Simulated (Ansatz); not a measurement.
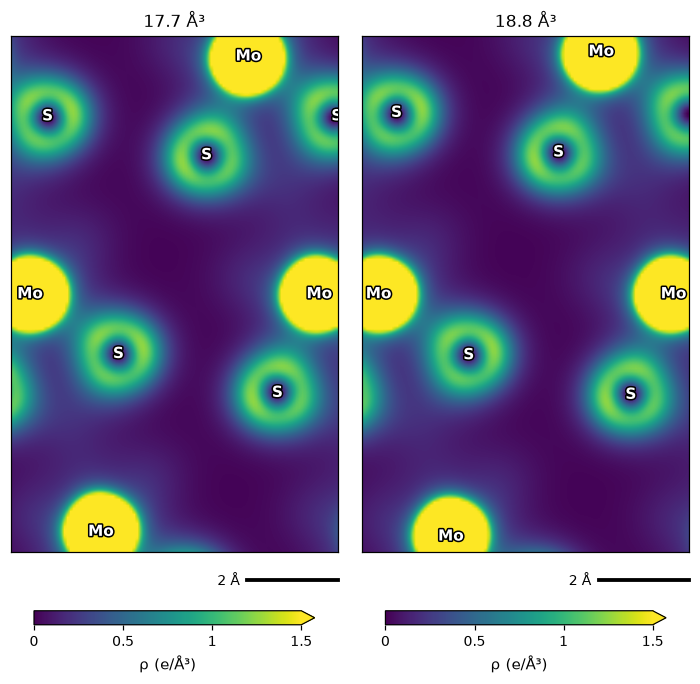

MoS₂. The valence charge density (pseudo) of cells scaled evenly to different volumes (given per atom above each panel), on the (101̄) plane of each (indices in the axes of the cell below), at one length scale and on one colour scale.

Computed without spin polarisation.

These are results of Ansatz 0.2.0, DFT, PBEsol, PAW with Ansatz's default frozen-core files, scalar-relativistic, not measurements.

In a PAW calculation such maps are meaningful between the atoms, not at the nuclei.

The largest cell:

```
Mo S
1.0
     3.22504    0.00000    0.00000
    -1.61252    0.93099    6.24343
     1.61252   -2.79296    0.00000
Mo S
1 2
Cartesian
  0.0000 0.0000 0.0000
  3.2250 -1.8620 1.5309
  1.6125 -0.9310 4.7119
```

| volume (Å³/atom) | Mo–S contact in the plane (Å) | ρ at its midpoint (e/Å³) | pressure (GPa) | 
| --- | --- | --- | --- |
| 17.68 | 2.364 | 0.655 | 4.2 | 
| 18.04 | 2.380 | ? | ? | 
| 18.75 | 2.411 | 0.604 | −4.5 | 

**What values belong in the row with question marks?**

Over the known rows ln ρ falls by 1.72 per Å of Mo–S distance (the line through the two), which gives 0.637 e/Å³ at 2.380 Å; the calculation gives 0.637 e/Å³. For the pressure, a straight line in volume between the neighbouring rows gives 1.3 GPa; the calculation gives 1.0.
